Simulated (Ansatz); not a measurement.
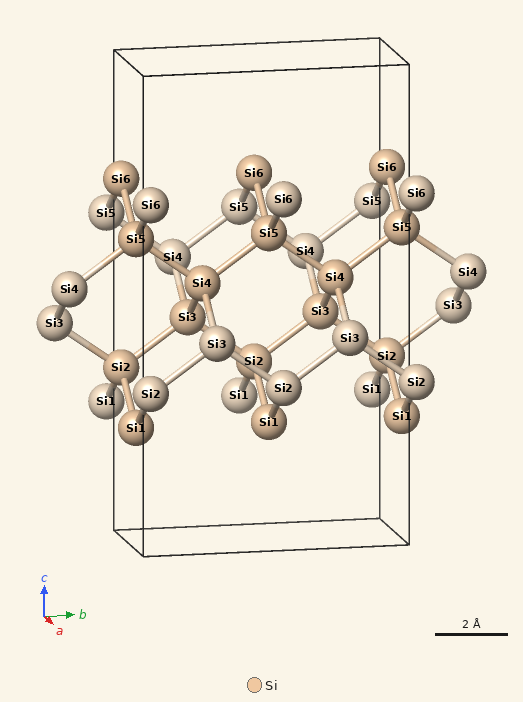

The structure as given in the input (ball-and-stick view of the 1 × 2 repeat of the cell, with the vacuum cut short, seen slightly off an axis; neighbours outside the cell are drawn fainter; atoms are numbered from 1 in the order of the input). Near neighbours in the crystal (not all of them lie inside the picture): Si has 2 Si at 2.34 Å; Si has 4 Si at 2.34 Å.

**Si: a changed input and its effect**

System: Si (slab, 6 atoms in the cell).
Method of run A: DFT, LDA, PAW with Ansatz's default frozen-core files, scalar-relativistic, no spin polarisation (Ansatz 0.2.0).

Text and figures count atoms from 1; the logs count them from 0 in places.

## Input file, run A
```yaml
crystal:
  lattice:
    - [3.8197434381, 0.0, 0.0]
    - [0.0, 3.8197434381, 0.0]
    - [0.0, 0.0, 22.7524]
  atoms:
    - { symbol: Si, position: [0.75, 0.0, 0.3516109022] }
    - { symbol: Si, position: [0.25, 0.0, 0.4109665413] }
    - { symbol: Si, position: [0.25, 0.5, 0.4703221804] }
    - { symbol: Si, position: [0.75, 0.5, 0.5296778196] }
    - { symbol: Si, position: [0.75, 0.0, 0.5890334587] }
    - { symbol: Si, position: [0.25, 0.0, 0.6483890978] }
kpoints:
  mp_grid: { grid: [8, 8, 1] }
scf:
  occupations: { method: fermi_dirac, width: 0.02 }
hamiltonian:
  xc: lda
  pseudopotentials: { kind: paw }
output:
  forces: true
  stress: true
  eigenvalues: true
  populations: true
efield:
  axis: 3
  amplitude: 0
  dipole_correction: true
```

Command:
```bash
ansatz run input.yaml --threads 2 --pin off --max-ram 4096MiB --backend cpu --events-out ev --progress --plain --runs-dir out
```

Hardware: 2 threads of Arm Neoverse V1, 24 GiB of memory available, shared host.

## Output, shortened to warnings, some set-up lines, iterations and results (run A)
```
Basis set: ecut = 420 eV, 6509 PW (Γ)
Symmetry: 4 space group operations
k-points: 25 of 64
Initial density: superposition of atomic densities (neutral atoms: chi_scale 0, normalization atom), corrected by the library's trained network
[...]
SCF iter   1: F=—  HF=-3647.671131 eV  |F-HF|=—  |Δ(HF+E_count)|=         —  Δρ=2.69e-3  dr2=4.52e-2  ethr=1.77e-3  p=-0.000 e·Å  D=-6.86e-15 V/Å  ΔV_dip=0.00 eV  …
SCF iter   2: F=—  HF=-3647.665616 eV  |F-HF|=—  |Δ(HF+E_count)|=   5.51e-3  Δρ=6.56e-4  dr2=1.08e-2  ethr=1.88e-4  p=0.000 e·Å  D=1.63e-5 V/Å  ΔV_dip=-0.00 eV  …
SCF iter   3: F=—  HF=-3647.664626 eV  |F-HF|=—  |Δ(HF+E_count)|=   9.90e-4  Δρ=2.99e-4  dr2=1.11e-3  ethr=4.48e-5  p=0.000 e·Å  D=3.16e-6 V/Å  ΔV_dip=-0.00 eV  …
SCF iter   4: F=—  HF=-3647.664474 eV  |F-HF|=—  |Δ(HF+E_count)|=   1.52e-4  Δρ=1.34e-4  dr2=2.78e-4  ethr=4.64e-6  p=0.000 e·Å  D=9.16e-7 V/Å  ΔV_dip=-0.00 eV  …
SCF iter   5: F=—  HF=-3647.664428 eV  |F-HF|=—  |Δ(HF+E_count)|=   4.58e-5  Δρ=2.48e-5  dr2=4.05e-6  ethr=1.16e-6  p=0.000 e·Å  D=1.75e-7 V/Å  ΔV_dip=-0.00 eV  …
SCF iter   6: F=—  HF=-3647.664342 eV  |F-HF|=—  |Δ(HF+E_count)|=   8.56e-5  Δρ=6.32e-6  dr2=4.59e-7  ethr=1.69e-8  p=0.000 e·Å  D=1.76e-7 V/Å  ΔV_dip=-0.00 eV  …
SCF iter   7: F=-3647.664342 eV  HF=-3647.664342 eV  |F-HF|=2.49e-8  |Δ(HF+E_count)|=   4.38e-8  Δρ=2.65e-6  dr2=6.80e-8  ethr=4.17e-10  p=0.000 e·Å  D=7.95e-8 V/Å  …
SCF 1 converged in 7 iterations: F = -3647.664342 eV  dr2 = 6.80e-8
SCF converged after 7 iterations
Free energy (F): -3647.664342 eV
Harris-Foulkes:  -3647.664342 eV  (|F-HF|=2.49e-8)
Internal energy: -3647.659415 eV  (E = F + TS)
E sigma→0 (E₀):  -3647.661878 eV
Entropy (-TS):   -0.004927 eV (-0.821 meV/atom)
Fermi energy:    -1.381209 eV
Dipole field:    D = 0.000001 V/Å  (p = 0.000002 e·Å, saw-weighted, corrected)
Work function:   Φ+ = 5.4834 eV   Φ− = 5.4834 eV
Levels:          The Fermi level and band energies are counted from a zero that moves with the ramp; work functions are not
--- Per-component energies (eV) ---
  E_band       = -139.801254
  E_kinetic    = 234.541439
  E_local      = -5711.827297  (includes V_loc(G=0)·N_el)
  E_nonlocal   = 162.902075
  E_hartree    = 2733.372256
  E_xc         = -324.188199
  E_vxc        = -276.471675  (∫ρ·V_xc dr)
  E_paw        = -2915.230227  (= ΣΔE_a)
  E_vpaw       = -15.687703  (= ΣTr[D̂ρ^β])
  E_aug_tail   = 0.000036  (compensation charges beyond the density's cutoff)
  E_efield     = 0.000000  (sawtooth field / dipole correction)
  E_vefield    = 0.000000  (∫n·V_field dr)
  E_ewald      = 2172.264518
  E_core_change = 0.505984  (= ΣΔE_core)
  E_smearing   = -0.004927  (= −TS)
  E_closure    = -0.000000  (closes the sum)
  Σ components = -3647.664342   (vs F -3647.664342, Δ=0.00e0)
--- Forces (eV/Å), atoms counted from 1 ---
  atom   1  Si     0.00000000     0.00000000     0.18839765
  atom   2  Si     0.00000000     0.00000000    -0.16768824
  atom   3  Si     0.00000000     0.00000000     0.04373379
  atom   4  Si     0.00000000     0.00000000    -0.04373380
  atom   5  Si     0.00000000     0.00000000     0.16768755
  atom   6  Si     0.00000000     0.00000000    -0.18839789
  max |Σ_I F_I| component: 9.47e-7 eV/Å
--- Stress (GPa, compression-positive) ---
       -0.346942       0.000000       0.000000
        0.000000      -1.902939       0.000000
        0.000000       0.000000      -0.314596
  P = ⅓ Tr σ = -0.8548 GPa (-8.548 kbar)
--- Löwdin populations: 6 sites ---
  site symbol       q [e]
     0     Si      3.9556
     1     Si      3.9753
     2     Si      3.9265
     3     Si      3.9265
     4     Si      3.9753
     5     Si      3.9556
  spilling = 0.011887 (of n_electrons = 24.000000)
```

The input of run B differs as follows (lines with − go, lines with + come):
```diff
-  mp_grid: { grid: [8, 8, 1] }
+  mp_grid: { grid: [10, 10, 1] }
-  occupations: { method: fermi_dirac, width: 0.02 }
+  occupations: { method: fermi_dirac, width: 0.15 }
+  write_density: true
+  write_potential: true
+  elf: true
+  volumetric_format: npy
```

Predict how the results change.

The energy of run B (smearing taken to zero) is 1.1 meV per atom higher, the joint effect of these numerical settings, which can't be told apart here. The largest force goes from 0.188 to 0.131 eV/Å. The number of SCF iterations is the same. The irreducible k-points go from 25 to 36. On the same kind of shared host run B took about 1.6 times as long.

## Output, shortened to warnings, some set-up lines, iterations and results (run B)
```
WARN: The output density's exchange-correlation potential varies sharply where the density is thin. Do not read a vacuum level from v_tot or v_xc, or from such a field of the output density. On a cell that repeats whose density bears no net charge and no dipole along the vacuum's axis use v_es (v_loc + v_h of the components); under efield.dipole_correction with no amplitude use v_es + v_field, …
Basis set: ecut = 420 eV, 6509 PW (Γ)
Symmetry: 4 space group operations
k-points: 36 of 100
Initial density: superposition of atomic densities (neutral atoms: chi_scale 0, normalization atom), corrected by the library's trained network
[...]
SCF iter   1: F=—  HF=-3647.800580 eV  |F-HF|=—  |Δ(HF+E_count)|=         —  Δρ=2.70e-3  dr2=4.71e-2  ethr=1.77e-3  p=-0.000 e·Å  D=-6.86e-15 V/Å  ΔV_dip=0.00 eV  …
SCF iter   2: F=—  HF=-3647.794870 eV  |F-HF|=—  |Δ(HF+E_count)|=   5.71e-3  Δρ=6.64e-4  dr2=9.41e-3  ethr=1.96e-4  p=-0.000 e·Å  D=-1.22e-5 V/Å  ΔV_dip=0.00 eV  …
SCF iter   3: F=—  HF=-3647.793980 eV  |F-HF|=—  |Δ(HF+E_count)|=   8.89e-4  Δρ=3.00e-4  dr2=8.88e-4  ethr=3.92e-5  p=0.000 e·Å  D=3.78e-7 V/Å  ΔV_dip=-0.00 eV  …
SCF iter   4: F=—  HF=-3647.793847 eV  |F-HF|=—  |Δ(HF+E_count)|=   1.33e-4  Δρ=1.25e-4  dr2=1.58e-4  ethr=3.70e-6  p=-0.000 e·Å  D=-2.05e-7 V/Å  ΔV_dip=0.00 eV  …
SCF iter   5: F=—  HF=-3647.793818 eV  |F-HF|=—  |Δ(HF+E_count)|=   2.89e-5  Δρ=1.70e-5  dr2=1.84e-6  ethr=6.57e-7  p=0.000 e·Å  D=4.17e-7 V/Å  ΔV_dip=-0.00 eV  …
SCF iter   6: F=—  HF=-3647.793733 eV  |F-HF|=—  |Δ(HF+E_count)|=   8.56e-5  Δρ=3.48e-6  dr2=1.08e-7  ethr=7.65e-9  p=-0.000 e·Å  D=-2.01e-8 V/Å  ΔV_dip=0.00 eV  …
SCF iter   7: F=-3647.793733 eV  HF=-3647.793733 eV  |F-HF|=2.24e-9  |Δ(HF+E_count)|=   1.98e-8  Δρ=1.17e-6  dr2=1.09e-8  ethr=4.17e-10  p=-0.000 e·Å  D=-2.94e-8 V/Å  …
SCF 1 converged in 7 iterations: F = -3647.793733 eV  dr2 = 1.09e-8
WARN: The output density's exchange-correlation potential varies sharply where the density is thin. Do not read a vacuum level from v_tot or v_xc, or from such a field of the output density. On a cell that repeats whose density bears no net charge and no dipole along the vacuum's axis use v_es …
SCF converged after 7 iterations
Free energy (F): -3647.793733 eV
Harris-Foulkes:  -3647.793733 eV  (|F-HF|=2.24e-9)
Internal energy: -3647.516839 eV  (E = F + TS)
E sigma→0 (E₀):  -3647.655286 eV
Entropy (-TS):   -0.276894 eV (-46.149 meV/atom)
Fermi energy:    -1.356782 eV
Dipole field:    D = -0.000001 V/Å  (p = -0.000002 e·Å, saw-weighted, corrected)
Work function:   Φ+ = 5.4796 eV   Φ− = 5.4796 eV
[...]
```

## The two runs side by side

| quantity | run A | run B |
| --- | --- | --- |
| outcome | converged | converged |
| free energy per atom (eV) | −607.9441 | −607.9656 |
| energy per atom, smearing taken to zero (eV) | −607.9436 | −607.9425 |
| largest force (eV/Å) | 0.188 | 0.131 |
| SCF iterations | 7 | 7 |
| irreducible k-points | 25 | 36 |
| plane waves at Γ | 6509 | 6509 |
| wall time (shared host) | 10 s | 17 s |

For run B: Warnings: the exchange-correlation potential is rough where the density is thin.
